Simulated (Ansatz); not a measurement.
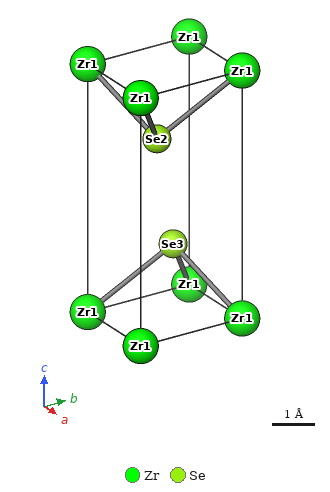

**Figure 1.** The input geometry (ball-and-stick view of the cell of the calculation, seen slightly off an axis; atoms are numbered from 1 in the order of the input). An atom can appear more than once, as a periodic image. Near neighbours in the periodic cell (some may lie outside the picture): Zr has 6 Se at 2.68 Å; Se has 3 Zr at 2.68 Å.

**ZrSe2: single-point calculation**

System: ZrSe2 (P-3m1, 3 atoms in the cell).
Method: DFT PBEsol, scalar-relativistic, plane waves, PAW, no spin polarisation (Ansatz 0.2.0).

The structure was made by swapping elements on the sites of another compound; it need not be a known phase. It belongs to a series of runs on one base structure; here: S -> Se on all its sites, cell and atoms relaxed. Figures and captions count atoms from 1; the log counts them from 0 in places.

## What the program printed
```
Engine: ansatz 0.2.0, x86_64-unknown-linux-gnu
Pseudopotentials: kind: paw
Pseudopotential: Zr, paw, valence charge 12, recommended cutoff 420 eV (normal), Zr.paw.azcp
Pseudopotential: Se, paw, valence charge 16, recommended cutoff 420 eV (normal), Se.paw.azcp
Functional definition: PBEsol
  exchange = pbesol_x
  correlation = pbesol_c
Crystal: 3 atoms, lattice volume = 78.063 Å³
Basis set: ecut = 420 eV, 1521 PW (Γ), exchange–correlation on 54×54×90 points (8 copies of the dense FFT grid, shifted against one another)
Bands: 27, of which v1, the nominal top of the filled ones, is band 22 counted from 1 (21 counted from 0)
Symmetry: 12 space group operations
Space group: P-3m1 (ITA 164), of the structure as read, at distance tolerance 4.3e-5 Å
k-points: 24 of 144
Non-local potential: Zr, projectors of the file, l = 0: 3, l = 1: 2, l = 2: 2, l = 3: 2
Non-local potential: Se, projectors of the file, l = 0: 2, l = 1: 2, l = 2: 3, l = 3: 1
PAW form: soft (Blöchl's): semilocal exchange-correlation on the pseudo side does not see the compensation charge
PAW frozen core: Zr, regenerated for the run's functional, and the local potential with it (the file was generated under x = pbe(κ = 0.804, μ = 0.2195149727645171), c = pbe(β = 0.06672455060314922))
PAW frozen core: Se, regenerated for the run's functional, and the local potential with it (the file was generated under x = pbe(κ = 0.804, μ = 0.2195149727645171), c = pbe(β = 0.06672455060314922))
PAW one-centre angular grid: Zr, 590 points (default); XC on 64 Gauss nodes
PAW one-centre angular grid: Se, 590 points (default); XC on 64 Gauss nodes
Initial density: superposition of atomic densities (neutral atoms: chi_scale 0, normalization atom), corrected by the library's trained network
Initial wavefunctions: pseudopotential atomic-orbital guess
Functional: x = pbesol(κ = 0.804, μ = 0.12345679012345678), c = pbesol(β = 0.046)
SCF iter   1: F=—  HF=-14981.032501 eV  |F-HF|=—  |Δ(HF+E_count)|=         —  Δρ=2.29e-3  dr2=6.25e-3  ethr=1.77e-3  ⟨swp⟩=5.2  Hψ=2506  notcnv=0
preconditioner: auto → Resta (q_TF=auto, 2.480 Å⁻¹)  ε∞=5.6  [insulator: Δε(μ)=0.358 eV  Ē_g=7.854 eV  σ=0.100 eV  W_gap=0.99  n_scr=22 (ndim 8)  ℏωp=16.8 eV  f_vac=0.077  D(μ)=0.01/eV (n_scr^D=0)  ε∞_Penn≈5.6]
SCF iter   2: F=—  HF=-14981.031208 eV  |F-HF|=—  |Δ(HF+E_count)|=   1.29e-3  Δρ=1.20e-3  dr2=9.82e-4  ethr=1.42e-5  ⟨swp⟩=2.8  Hψ=1363  notcnv=0
SCF iter   3: F=—  HF=-14981.031306 eV  |F-HF|=—  |Δ(HF+E_count)|=   9.78e-5  Δρ=5.52e-4  dr2=2.46e-4  ethr=2.23e-6  ⟨swp⟩=2.0  Hψ=756  notcnv=0
SCF iter   4: F=—  HF=-14981.031393 eV  |F-HF|=—  |Δ(HF+E_count)|=   8.77e-5  Δρ=1.15e-4  dr2=1.76e-5  ethr=5.60e-7  ⟨swp⟩=2.0  Hψ=821  notcnv=0
SCF iter   5: F=—  HF=-14981.031404 eV  |F-HF|=—  |Δ(HF+E_count)|=   1.03e-5  Δρ=2.90e-5  dr2=7.06e-7  ethr=4.00e-8  ⟨swp⟩=2.0  Hψ=821  notcnv=0
SCF iter   6: F=—  HF=-14981.031405 eV  |F-HF|=—  |Δ(HF+E_count)|=   1.14e-6  Δρ=1.07e-5  dr2=1.92e-7  ethr=2.27e-10  ⟨swp⟩=7.3  Hψ=2844  notcnv=0
SCF iter   7: F=-14981.031405 eV  HF=-14981.031405 eV  |F-HF|=4.32e-9  |Δ(HF+E_count)|=   1.65e-7  Δρ=2.70e-6  dr2=1.12e-8  ethr=2.27e-10  ⟨swp⟩=4.8  Hψ=2483  notcnv=0
SCF 1 converged in 7 iterations: F = -14981.031405 eV  dr2 = 1.12e-8
  greatest PAW one-centre occupation: 1.000 electrons in one spin orbital (limit 2), on the Se atom at site 2 (counted from 0), in its partial waves of l = 2
```

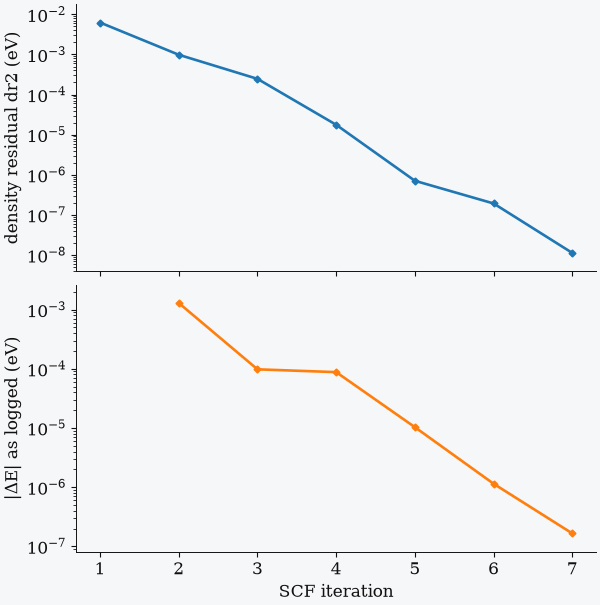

**Figure 2.** Convergence of the self-consistent field: density residual dr2 and size of the energy change against the SCF iteration. The residual falls at every step.

```
SCF converged after 7 iterations
Free energy (F): -14981.031405 eV
Harris-Foulkes:  -14981.031405 eV  (|F-HF|=4.32e-9)
Internal energy: -14981.031364 eV  (E = F + TS)
E sigma→0 (E₀):  -14981.031384 eV
Entropy (-TS):   -0.000041 eV (-0.014 meV/atom)
Fermi energy:    8.635323 eV
--- Per-component energies (eV) ---
  E_band       = -909.107979
  E_kinetic    = 570.118456
  E_local      = -5964.974186  (includes V_loc(G=0)·N_el)
  E_nonlocal   = -1106.341925
  E_hartree    = 2811.661547
  E_xc         = -367.859851
  E_vxc        = -387.418328  (∫ρ·V_xc dr)
  E_paw        = -6634.430608  (= ΣΔE_a)
  E_vpaw       = 356.186383  (= ΣTr[D̂ρ^β])
  E_aug_tail   = -0.001184  (compensation charges beyond the density's cutoff)
  E_ewald      = -4291.386235
  E_core_change = 2.182621  (= ΣΔE_core)
  E_smearing   = -0.000041  (= −TS)
  E_closure    = 0.000000  (closes the sum)
  Σ components = -14981.031405   (vs F -14981.031405, Δ=0.00e0)
--- Forces (eV/Å), atoms counted from 1 ---
  atom   1  Zr    -0.00000000     0.00000000     0.00000000
  atom   2  Se     0.00000000    -0.00000000    -0.18098476
  atom   3  Se     0.00000000     0.00000000     0.18098476
  max |Σ_I F_I| component: 5.55e-17 eV/Å
--- Stress (GPa, compression-positive) ---
       -1.836789       0.000000      -0.000000
        0.000000      -1.836789      -0.000000
       -0.000000      -0.000000       0.730306
  P = ⅓ Tr σ = -0.9811 GPa (-9.811 kbar)
--- Band table (eV; the first three rows and the last of 24) ---
  k-point 0: bands = ["-40.9230", "-38.4690", "-38.4690", "-38.4689", "-38.4689", "-38.4630", "-38.4628", "-38.4612", "-38.4612", "-38.4610", "-38.4610", "-19.0066", "-18.8922", "-18.8922", "-4.7559", "-3.4861", "3.7920", "5.6602", "5.6602", "8.3786", "8.3786", "8.4604", "9.4496", "9.4496", "10.0575", "12.8530", "12.8530"]
  k-point 1: bands = ["-40.9230", "-38.4690", "-38.4690", "-38.4688", "-38.4688", "-38.4630", "-38.4628", "-38.4612", "-38.4612", "-38.4609", "-38.4609", "-19.0068", "-18.8922", "-18.8922", "-4.6542", "-3.6425", "4.2076", "5.6814", "5.6814", "7.4653", "8.3000", "8.3000", "9.4362", "9.4362", "10.3089", "13.0388", "13.0388"]
  k-point 2: bands = ["-40.9230", "-38.4691", "-38.4691", "-38.4687", "-38.4687", "-38.4629", "-38.4629", "-38.4612", "-38.4612", "-38.4609", "-38.4609", "-19.0069", "-18.8922", "-18.8922", "-4.5121", "-3.8372", "4.8682", "5.7034", "5.7034", "6.4408", "8.2239", "8.2239", "9.4222", "9.4222", "10.3968", "13.2373", "13.2373"]
  k-point 23: bands = ["-40.9128", "-38.4690", "-38.4689", "-38.4689", "-38.4654", "-38.4626", "-38.4626", "-38.4608", "-38.4608", "-38.4608", "-38.4607", "-19.0166", "-19.0166", "-18.9576", "-3.5710", "-3.5710", "4.7139", "4.7139", "5.0642", "6.1238", "6.4784", "6.4784", "10.1119", "10.6479", "10.6479", "13.2938", "13.2938"]
```

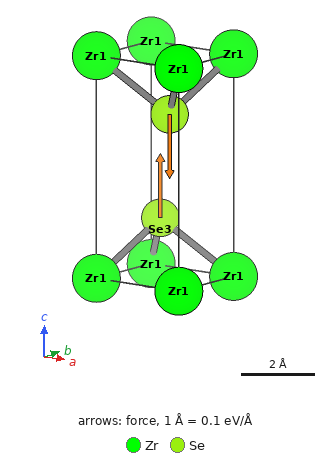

**Figure 3.** Forces on the atoms as orange arrows (ball-and-stick view of the cell of the calculation, seen slightly off an axis; atoms are numbered from 1 in the order of the input). The largest act on Se2, Se3 (0.18 eV/Å). The geometry is not a stationary point of this energy.

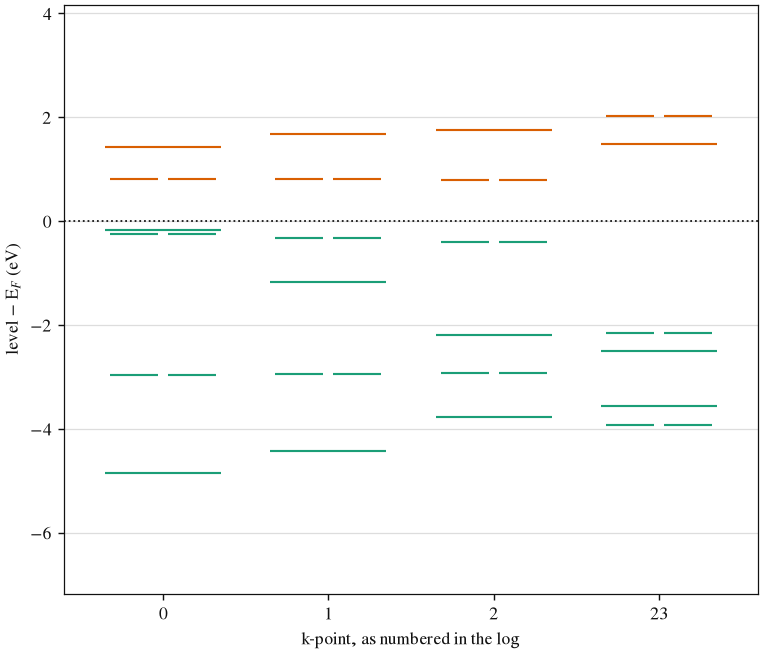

**Figure 4.** Kohn–Sham levels near the Fermi level (dotted) at the few k-points that the log prints; levels within 0.02 eV of each other stand side by side. Among these points the highest filled and lowest empty levels are 0.96 eV apart; the gap on the full mesh, 0.38 eV, has an edge at a point that isn't printed.

The run was set up as follows.

## Input
```yaml
crystal:
  lattice:
    - [3.8154230994, 0.0, 0.0]
    - [-1.9077115497, 3.3042533302, 0.0]
    - [0.0, 0.0, 6.1919438434]
  atoms:
    - { symbol: Zr, position: [0.0, 0.0, 0.0] }
    - { symbol: Se, position: [0.6666666667, 0.3333333333, 0.7531560959] }
    - { symbol: Se, position: [0.3333333333, 0.6666666667, 0.2468439041] }
basis:
  ecutwfc: 420
kpoints:
  mp_grid: { grid: [6, 6, 4] }
hamiltonian:
  xc: pbesol
scf:
  occupations: { method: gaussian, width: 0.1 }
output:
  forces: true
  stress: true
  eigenvalues: true
```

Command:
```bash
ansatz run input.yaml --threads 2 --pin off --max-ram 5120MiB --backend cpu --events-out ev --progress --plain --runs-dir out
```

## Key numbers

```csv
quantity,value
outcome,converged
space group (tolerance 0.01 Å),P-3m1 (164)
electrons treated,44
free energy,−14981.0314 eV
Fermi energy,8.635 eV
gap on the k-point mesh,0.38 eV
pressure,−0.98 GPa
largest force (length of the vector),0.181 eV/Å
hardware,"2 threads of Oxide Virtual Turin-like (Zen 5), 32 GiB of memory available, shared host"
wall time,0.93 s (CPU time 1.6 s)
peak memory,0.42 GiB
```
